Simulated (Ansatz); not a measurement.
**SnGe2: band-structure calculation**

- system: SnGe2 (P-3m1, 6 atoms in the cell)
- method: DFT, PBE with spin-orbit coupling, plane waves, PAW (Ansatz 0.2.0)

The structure was built on a prototype by a generator. The geometry comes from this level: r2SCAN.

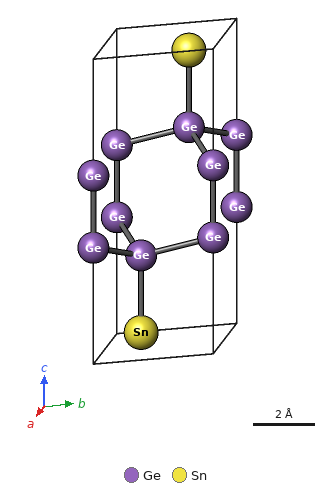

Fig. 1: The structure (ball-and-stick view of the cell of the calculation, seen slightly off an axis). An atom can appear more than once, as a periodic image.

The input:
```yaml
crystal:
  lattice:
    - [4.2267946078, 0.0, 0.0]
    - [-2.1133973039, 3.6605115069, 0.0]
    - [0.0, 0.0, 10.4694346866]
  atoms:
    - { symbol: Ge, position: [0.3333333333, 0.6666666667, 0.6880136213] }
    - { symbol: Ge, position: [0.0, 0.0, 0.3817931888] }
    - { symbol: Sn, position: [0.6666666667, 0.3333333333, 0.0593106549] }
    - { symbol: Ge, position: [0.0, 0.0, 0.6182068112] }
    - { symbol: Ge, position: [0.6666666667, 0.3333333333, 0.3119863787] }
    - { symbol: Sn, position: [0.3333333333, 0.6666666667, 0.9406893451] }
kpoints:
  mp_grid: { grid: [12, 12, 4] }
  band_path:
    path:
      - [0.0, 0.0, 0.0]
      - [0.5, 0.0, 0.0]
      - [0.3333333333, 0.3333333333, 0.0]
      - [0.0, 0.0, 0.5]
      - [0.5, 0.0, 0.5]
      - [0.3333333333, 0.3333333333, 0.5]
      - [0.1, 0.0, 0.5]
    npoints: 1
hamiltonian:
  xc: pbe
scf:
  occupations: { method: fermi_dirac, width: 0.02 }
  n_extra_bands: 10
magnetization:
  noncollinear: true
  spin_orbit: true
output:
  forces: true
  stress: true
  eigenvalues: true
  write_density: true
  write_potential: true
  elf: true
  volumetric_format: npy
```

Machine: 4 threads of Arm Neoverse V1, 24 GiB of memory available, shared host.

Launched with:
```bash
ansatz run input.yaml --threads 4 --pin off --max-ram 6451MiB --backend cpu --events-out ev --progress --plain --runs-dir out
```

Log:
```
scf.n_extra_bands = 10 over 84 filled bands (N_el = 84.0): the run solves 94 bands
Engine: ansatz 0.2.0, aarch64-unknown-linux-gnu
Pseudopotentials: kind: paw_fr
Pseudopotential: Ge, paw_fr, valence charge 14, recommended cutoff 420 eV (normal), Ge.paw.azcp#standard-fr
Pseudopotential: Sn, paw_fr, valence charge 14, recommended cutoff 420 eV (normal), Sn.paw.azcp#standard-fr
Functional definition: PBE
  parameter kappa = 0.804
  parameter beta = 0.06672455060314922
  exchange = pbe_x(kappa = kappa, mu = beta*pi^2/3)
  correlation = pbe_c(beta = beta)
non-collinear run that drives no moment, with spin-orbit: no starting moment large enough to seed its density (crystal.atoms[].spin), no starting occupations that ask for one, no magnetisation constraint and no magnetic field, so the semilocal B_xc is pinned to zero
Crystal: 6 atoms, lattice volume = 161.986 Å³
Basis set: ecut = 420 eV, 3161 PW (Γ), exchange–correlation on 60×60×144 points (8 copies of the dense FFT grid, shifted against one another)
Bands: 94, of which v1, the nominal top of the filled ones, is band 84 counted from 1 (83 counted from 0)
Symmetry: 12 space group operations + 12 with time reversal
Magnetic group: BNS 164.86 (UNI 1316), of the structure as read, at distance tolerance 5.5e-5 Å
k-points: 69 of 576
Projection manifold: j_resolved (fully-relativistic pseudo-atomic orbitals)
Non-local potential: Ge, projectors of the file, l = 0: 2, l = 1: 4, l = 2: 6, l = 3: 2
Non-local potential: Sn, projectors of the file, l = 0: 2, l = 1: 4, l = 2: 4, l = 3: 4
PAW form: soft (Blöchl's): semilocal exchange-correlation on the pseudo side does not see the compensation charge
PAW one-centre angular grid: Ge, 590 points (default); XC on 64 Gauss nodes
PAW one-centre angular grid: Sn, 590 points (default); XC on 64 Gauss nodes
Initial density: superposition of atomic densities (chi_scale 0.1, normalization cell, long waves kept (reshape's long-wave potential 0.18 eV rms))
Initial wavefunctions: pseudopotential atomic-orbital guess
Functional: x = pbe(κ = 0.804, μ = 0.2195149727645171), c = pbe(β = 0.06672455060314922)
SCF iter   1: F=—  HF=-29232.678222 eV  |F-HF|=—  |Δ(HF+E_count)|=         —  Δρ=2.78e-2  dr2=1.73e0  dr2_m=0.00e0 (ungated)  ethr=3.10e-3  |M|=0.00e0 ∫|m|=0.00e0 μB  |m|>n=0.0e0 m-floor=0.0e0 τ_xc=0.0e0  β_m=0.30  ⟨swp⟩=6.8  Hψ=15086  notcnv=0
preconditioner: auto → Resta (q_TF=auto, 2.445 Å⁻¹)  ε∞=2.7  [insulator: Δε(μ)=0.062 eV  Ē_g=20.223 eV  σ=0.020 eV  W_gap=0.57  n_scr=38 (ndim 8)  ℏωp=26.7 eV  f_vac=0.003  D(μ)=0.44/eV (n_scr^D=2)  ε∞_Penn≈2.7]
spin=Noncollinear: Resta preconditioning applied to the charge; magnetization (m_x, m_y, m_z) channels mix plain (no charge-response kernel on spin).
SCF iter   2: F=—  HF=-29232.536580 eV  |F-HF|=—  |Δ(HF+E_count)|=   1.42e-1  Δρ=2.07e-2  dr2=6.97e-1  dr2_m=0.00e0 (ungated)  ethr=2.06e-3  |M|=0.00e0 ∫|m|=0.00e0 μB  |m|>n=0.0e0 m-floor=0.0e0 τ_xc=0.0e0  β_m=0.56  ⟨swp⟩=1.9  Hψ=4006  notcnv=0  defer=196
preconditioner: auto → Kerker (q_TF=auto, 2.445 Å⁻¹)  [metal: Δε(μ)=0.015 eV  Ē_g=20.288 eV  σ=0.020 eV  W_gap=0.18  n_scr=38 (ndim 8)  ℏωp=26.7 eV  f_vac=0.006  D(μ)=1.33/eV (n_scr^D=4)]
spin=Noncollinear: Kerker preconditioning applied to the charge; magnetization (m_x, m_y, m_z) channels mix plain (no charge-response kernel on spin).
SCF iter   3: F=—  HF=-29232.503092 eV  |F-HF|=—  |Δ(HF+E_count)|=   3.35e-2  Δρ=8.08e-3  dr2=3.45e-1  dr2_m=0.00e0 (ungated)  ethr=8.30e-4  |M|=0.00e0 ∫|m|=0.00e0 μB  |m|>n=0.0e0 m-floor=0.0e0 τ_xc=0.0e0  β_m=0.78  ⟨swp⟩=2.5  Hψ=3782  notcnv=0  defer=220
SCF iter   4: F=—  HF=-29232.475704 eV  |F-HF|=—  |Δ(HF+E_count)|=   2.74e-2  Δρ=3.73e-3  dr2=3.70e-2  dr2_m=0.00e0 (ungated)  ethr=4.11e-4  |M|=0.00e0 ∫|m|=0.00e0 μB  |m|>n=0.0e0 m-floor=0.0e0 τ_xc=0.0e0  β_m=0.67  ⟨swp⟩=2.3  Hψ=4115  notcnv=0  defer=212
SCF iter   5: F=—  HF=-29232.467132 eV  |F-HF|=—  |Δ(HF+E_count)|=   8.57e-3  Δρ=1.66e-3  dr2=1.28e-2  dr2_m=0.00e0 (ungated)  ethr=4.40e-5  |M|=0.00e0 ∫|m|=0.00e0 μB  |m|>n=0.0e0 m-floor=0.0e0 τ_xc=0.0e0  β_m=0.83  ⟨swp⟩=2.8  Hψ=6378  notcnv=0  defer=214
SCF iter   6: F=—  HF=-29232.469285 eV  |F-HF|=—  |Δ(HF+E_count)|=   2.15e-3  Δρ=7.87e-4  dr2=4.17e-3  dr2_m=0.00e0 (ungated)  ethr=1.53e-5  |M|=0.00e0 ∫|m|=0.00e0 μB  |m|>n=0.0e0 m-floor=0.0e0 τ_xc=0.0e0  β_m=0.90  ⟨swp⟩=3.1  Hψ=6280  notcnv=0  defer=214
SCF iter   7: F=—  HF=-29232.469994 eV  |F-HF|=—  |Δ(HF+E_count)|=   7.09e-4  Δρ=3.18e-4  dr2=9.41e-4  dr2_m=0.00e0 (ungated)  ethr=4.97e-6  |M|=0.00e0 ∫|m|=0.00e0 μB  |m|>n=0.0e0 m-floor=0.0e0 τ_xc=0.0e0  β_m=0.90  ⟨swp⟩=3.0  Hψ=6002  notcnv=0  defer=214
SCF iter   8: F=—  HF=-29232.470164 eV  |F-HF|=—  |Δ(HF+E_count)|=   1.70e-4  Δρ=1.01e-4  dr2=3.92e-5  dr2_m=0.00e0 (ungated)  ethr=1.12e-6  |M|=0.00e0 ∫|m|=0.00e0 μB  |m|>n=0.0e0 m-floor=0.0e0 τ_xc=0.0e0  β_m=0.87  ⟨swp⟩=2.1  Hψ=4122  notcnv=0  defer=214
SCF iter   9: F=—  HF=-29232.470125 eV  |F-HF|=—  |Δ(HF+E_count)|=   3.91e-5  Δρ=5.54e-5  dr2=1.15e-5  dr2_m=0.00e0 (ungated)  ethr=4.66e-8  |M|=0.00e0 ∫|m|=0.00e0 μB  |m|>n=0.0e0 m-floor=0.0e0 τ_xc=0.0e0  β_m=0.85  ⟨swp⟩=2.0  Hψ=6144  notcnv=0  defer=214
SCF iter  10: F=—  HF=-29232.470131 eV  |F-HF|=—  |Δ(HF+E_count)|=   5.42e-6  Δρ=2.67e-5  dr2=5.31e-6  dr2_m=0.00e0 (ungated)  ethr=1.36e-8  |M|=0.00e0 ∫|m|=0.00e0 μB  |m|>n=0.0e0 m-floor=0.0e0 τ_xc=0.0e0  β_m=0.93  ⟨swp⟩=2.0  Hψ=6040  notcnv=0  defer=214
SCF iter  11: F=—  HF=-29232.470133 eV  |F-HF|=—  |Δ(HF+E_count)|=   2.03e-6  Δρ=9.39e-6  dr2=5.18e-7  dr2_m=0.00e0 (ungated)  ethr=6.32e-9  |M|=0.00e0 ∫|m|=0.00e0 μB  |m|>n=0.0e0 m-floor=0.0e0 τ_xc=0.0e0  β_m=0.96  ⟨swp⟩=2.0  Hψ=3969  notcnv=0  defer=214
SCF iter  12: F=-29232.470133 eV  HF=-29232.470133 eV  |F-HF|=6.61e-9  |Δ(HF+E_count)|=   2.75e-7  Δρ=2.89e-6  dr2=2.71e-8  dr2_m=0.00e0 (ungated)  ethr=1.19e-10  |M|=0.00e0 ∫|m|=0.00e0 μB  |m|>n=0.0e0 m-floor=0.0e0 τ_xc=0.0e0  ⟨swp⟩=13.6  Hψ=25333  notcnv=0
SCF 1 converged in 12 iterations: F = -29232.470133 eV  dr2 = 2.71e-8
  greatest PAW one-centre occupation: 0.998 electrons in one spin orbital (limit 2), on the Ge atom at site 4 (counted from 0), in its partial waves of l = 2
```

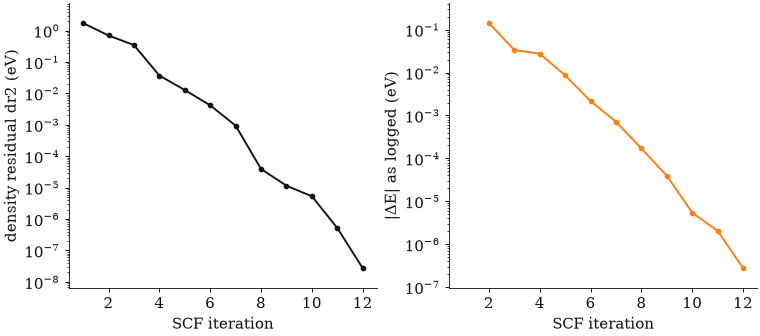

Fig. 2: Convergence of the self-consistent field: density residual dr2 and size of the energy change against the SCF iteration. The residual falls at every step.

```
NSCF: frozen V_eff on 7 k-points
SCF converged after 12 iterations
Magnetization: |M| = 0.0000 μB,  M = (+0.0000, +0.0000, +0.0000) μB
Absolute magnetization: 0.0000 μB (∫|m|)
  site 0: m = (+0.0000, +0.0000, +0.0000) μB, |m| = 0.0000 μB  (R = 1.05 Å)
  site 1: m = (+0.0000, +0.0000, +0.0000) μB, |m| = 0.0000 μB  (R = 1.02 Å)
  site 2: m = (+0.0000, +0.0000, +0.0000) μB, |m| = 0.0000 μB  (R = 1.09 Å)
  site 3: m = (+0.0000, +0.0000, +0.0000) μB, |m| = 0.0000 μB  (R = 1.02 Å)
  site 4: m = (+0.0000, +0.0000, +0.0000) μB, |m| = 0.0000 μB  (R = 1.05 Å)
  site 5: m = (+0.0000, +0.0000, +0.0000) μB, |m| = 0.0000 μB  (R = 1.09 Å)
Free energy (F): -29232.470133 eV
Harris-Foulkes:  -29232.470133 eV  (|F-HF|=6.61e-9)
Internal energy: -29232.468146 eV  (E = F + TS)
E sigma→0 (E₀):  -29232.469139 eV
Entropy (-TS):   -0.001987 eV (-0.331 meV/atom)
Fermi energy:    8.132478 eV
--- Per-component energies (eV) ---
  E_band       = -868.710469
  E_kinetic    = 818.991908
  E_local      = -12502.510146  (includes V_loc(G=0)·N_el)
  E_nonlocal   = 1608.015209
  E_hartree    = 5809.303165
  E_xc         = -1066.021386
  E_vxc        = -448.366766  (∫ρ·V_xc dr)
  E_paw        = -16358.321630  (= ΣΔE_a)
  E_vpaw       = -1963.451958  (= ΣTr[D̂ρ^β])
  E_aug_tail   = 0.001097  (compensation charges beyond the density's cutoff)
  E_ewald      = -7541.926361
  E_smearing   = -0.001987  (= −TS)
  E_closure    = 0.000000  (closes the sum)
  Σ components = -29232.470133   (vs F -29232.470133, Δ=0.00e0)
--- Forces (eV/Å), atoms counted from 1 ---
  atom   1  Ge     0.00000000     0.00000000    -0.01960916
  atom   2  Ge    -0.00000000     0.00000000    -0.04283206
  atom   3  Sn    -0.00000000     0.00000000     0.05850215
  atom   4  Ge    -0.00000000    -0.00000000     0.04283206
  atom   5  Ge     0.00000000    -0.00000000     0.01960916
  atom   6  Sn     0.00000000    -0.00000000    -0.05850215
  max |Σ_I F_I| component: 6.94e-18 eV/Å
--- Stress (GPa, compression-positive) ---
        2.031541      -0.000000       0.000000
        0.000000       2.031541       0.000000
        0.000000      -0.000000       2.382400
  P = ⅓ Tr σ = 2.1485 GPa (21.485 kbar)
--- Band table (eV; the first three rows and the last of 69) ---
  k-point 0: bands = ["-17.1532", "-17.1532", "-17.1519", "-17.1519", "-17.1415", "-17.1415", "-17.1364", "-17.1364", "-17.1186", "-17.1186", "-17.0960", "-17.0960", "-17.0903", "-17.0903", "-17.0869", "-17.0869", "-16.6205", "-16.6205", "-16.6006", "-16.6006", "-16.5691", "-16.5691", "-16.5423", "-16.5423", "-16.5330", "-16.5330", "-16.5300", "-16.5300", "-16.5270", "-16.5270", "-16.5054", "-16.5054", "-16.4788", "-16.4788", "-16.4658", "-16.4658", "-16.4646", "-16.4646", "-16.4350", "-16.4350", "-14.0020", "-14.0020", "-13.9610", "-13.9610", "-13.8898", "-13.8898", "-13.8796", "-13.8796", "-13.0040", "-13.0040", "-12.9830", "-12.9830", "-12.8828", "-12.8828", "-12.7176", "-12.7176", "-12.7087", "-12.7087", "-12.6746", "-12.6746", "-3.9783", "-3.9783", "-2.8930", "-2.8930", "-2.1965", "-2.1965", "2.0220", "2.0220", "2.4545", "2.4545", "6.4047", "6.4047", "6.5789", "6.5789", "6.7591", "6.7591", "6.9577", "6.9577", "7.1683", "7.1683", "7.2300", "7.2300", "7.9156", "7.9156", "8.5062", "8.5062", "8.8631", "8.8631", "9.5017", "9.5017", "10.2213", "10.2213", "10.4167", "10.4167"]
  k-point 1: bands = ["-17.1532", "-17.1532", "-17.1519", "-17.1519", "-17.1415", "-17.1415", "-17.1364", "-17.1364", "-17.1186", "-17.1186", "-17.0960", "-17.0960", "-17.0903", "-17.0903", "-17.0869", "-17.0869", "-16.6205", "-16.6205", "-16.6006", "-16.6006", "-16.5691", "-16.5691", "-16.5423", "-16.5423", "-16.5330", "-16.5330", "-16.5300", "-16.5300", "-16.5270", "-16.5270", "-16.5054", "-16.5054", "-16.4788", "-16.4788", "-16.4658", "-16.4658", "-16.4646", "-16.4646", "-16.4350", "-16.4350", "-14.0020", "-14.0020", "-13.9610", "-13.9610", "-13.8898", "-13.8898", "-13.8796", "-13.8796", "-13.0040", "-13.0040", "-12.9830", "-12.9830", "-12.8828", "-12.8828", "-12.7176", "-12.7176", "-12.7087", "-12.7087", "-12.6746", "-12.6746", "-3.9440", "-3.9440", "-3.0717", "-3.0717", "-1.9623", "-1.9623", "1.2864", "1.2864", "3.4516", "3.4516", "6.0395", "6.0395", "6.3837", "6.3837", "6.5627", "6.5627", "7.0163", "7.0163", "7.2133", "7.2133", "7.3756", "7.3756", "7.8245", "7.8245", "8.3425", "8.3425", "8.7573", "8.7573", "10.0790", "10.0790", "10.4245", "10.4245", "10.6239", "10.6239"]
  k-point 2: bands = ["-17.1532", "-17.1532", "-17.1519", "-17.1519", "-17.1415", "-17.1415", "-17.1364", "-17.1364", "-17.1186", "-17.1186", "-17.0960", "-17.0960", "-17.0903", "-17.0903", "-17.0869", "-17.0869", "-16.6205", "-16.6205", "-16.6006", "-16.6006", "-16.5691", "-16.5691", "-16.5423", "-16.5423", "-16.5330", "-16.5330", "-16.5300", "-16.5300", "-16.5270", "-16.5270", "-16.5054", "-16.5054", "-16.4788", "-16.4788", "-16.4658", "-16.4658", "-16.4646", "-16.4646", "-16.4350", "-16.4350", "-14.0020", "-14.0020", "-13.9609", "-13.9609", "-13.8898", "-13.8898", "-13.8796", "-13.8796", "-13.0040", "-13.0040", "-12.9830", "-12.9830", "-12.8828", "-12.8828", "-12.7176", "-12.7176", "-12.7086", "-12.7086", "-12.6746", "-12.6746", "-3.9024", "-3.9024", "-3.2116", "-3.2116", "-1.7597", "-1.7597", "0.9010", "0.9010", "4.6512", "4.6512", "4.8771", "4.8771", "6.3651", "6.3651", "6.5479", "6.5479", "7.0770", "7.0770", "7.2594", "7.2594", "7.4317", "7.4317", "7.7759", "7.7759", "8.2226", "8.2226", "8.6599", "8.6599", "10.4151", "10.4151", "10.7638", "10.7638", "10.9349", "10.9349"]
  k-point 68: bands = ["-17.1519", "-17.1519", "-17.1517", "-17.1517", "-17.1400", "-17.1400", "-17.1357", "-17.1357", "-17.1215", "-17.1215", "-17.1117", "-17.1117", "-17.0924", "-17.0924", "-17.0791", "-17.0791", "-16.5918", "-16.5918", "-16.5907", "-16.5907", "-16.5695", "-16.5695", "-16.5625", "-16.5625", "-16.5507", "-16.5507", "-16.5484", "-16.5484", "-16.5165", "-16.5165", "-16.5007", "-16.5007", "-16.4955", "-16.4955", "-16.4535", "-16.4535", "-16.4343", "-16.4343", "-16.4322", "-16.4322", "-13.9892", "-13.9892", "-13.9068", "-13.9068", "-13.9056", "-13.9056", "-13.8464", "-13.8464", "-12.9653", "-12.9653", "-12.9458", "-12.9458", "-12.8721", "-12.8721", "-12.8306", "-12.8306", "-12.7575", "-12.7575", "-12.6725", "-12.6725", "-1.7107", "-1.7107", "-1.0832", "-1.0832", "-1.0762", "-1.0762", "0.3128", "0.3128", "1.1014", "1.1014", "1.1433", "1.1433", "4.1308", "4.1308", "4.1319", "4.1319", "4.7550", "4.7550", "5.3622", "5.3622", "5.4381", "5.4381", "5.4945", "5.4945", "10.4494", "10.4494", "10.5011", "10.5011", "10.8248", "10.8248", "10.9592", "10.9592", "11.4279", "11.4279"]
```

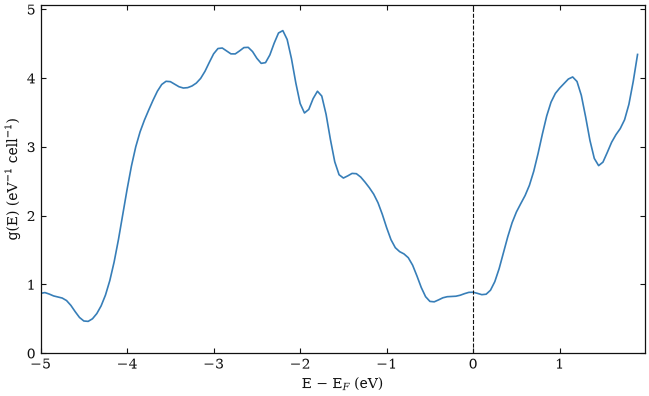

Fig. 3: Density of states (the curve is built from the levels of the k mesh with Gaussians 0.3 eV wide, which also blur the band edges), with energies from the Fermi level. There are states at the Fermi level: a metal at this level of theory. The curves stop near 1.9 eV above the Fermi level, where the computed bands end. Small ripples come from the finite k-point mesh.

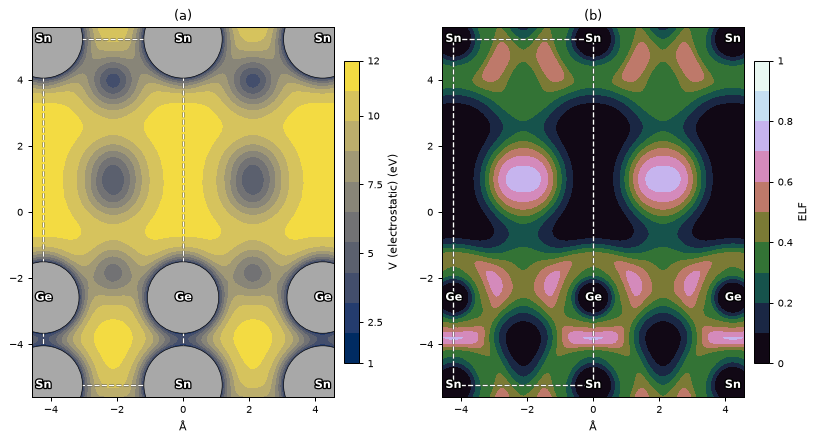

Fig. 4: (a) electrostatic potential (local pseudopotential plus Hartree) felt by an electron; (b) electron localisation function on the (010) plane of the conventional cell. Grey discs, where drawn, cover atomic cores. Atoms in the plane: Sn and Ge. Sn–Ge (2.65 Å): the ELF peaks at about 0.70 between the atoms. Outside the cores the potential energy rises away from the atoms and is highest about 2.6 Å from the nearest atoms; outside the discs it spans about 10 eV, and its zero is arbitrary. The fields are those of the smooth PAW valence density.

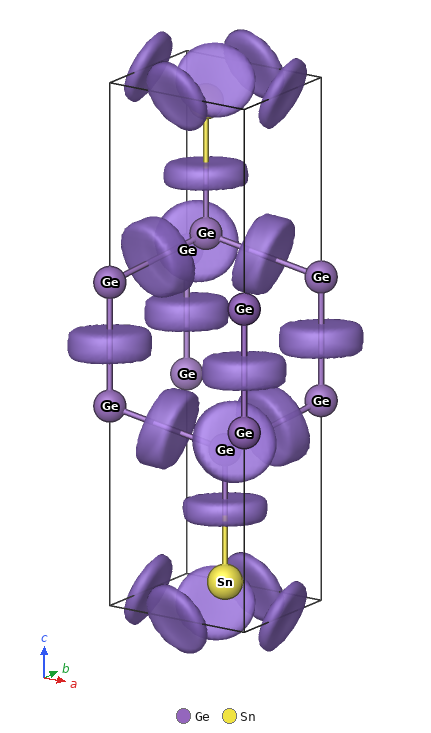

Fig. 5: Isosurface of the electron localisation function at 0.55 (purple), seen slightly off an axis. Only the valence region is drawn (cores and ρ < 0.01 e/Å³ removed). Sticks mark near contacts. The outline is the cell set on symmetry axes. Values along the shortest contacts: Ge–Ge (2.48 Å): the ELF peaks at about 0.75 between the atoms (a shared electron pair). Sn–Ge (2.65 Å): the ELF peaks at about 0.70 between the atoms.

Key numbers:

- outcome: converged
- space group (tolerance 0.01 Å): P-3m1 (164)
- electrons treated: 84
- free energy: −29232.4701 eV
- Fermi energy: 8.132 eV
- band gap: none (metallic)
- net moment of the cell: 0.00 μB
- integrated absolute moment: 0.00 μB
- pressure: 2.15 GPa
- largest force (length of the vector): 0.059 eV/Å
- wall time: 1.8 min (CPU time 7.2 min)
- peak memory: 2.1 GiB
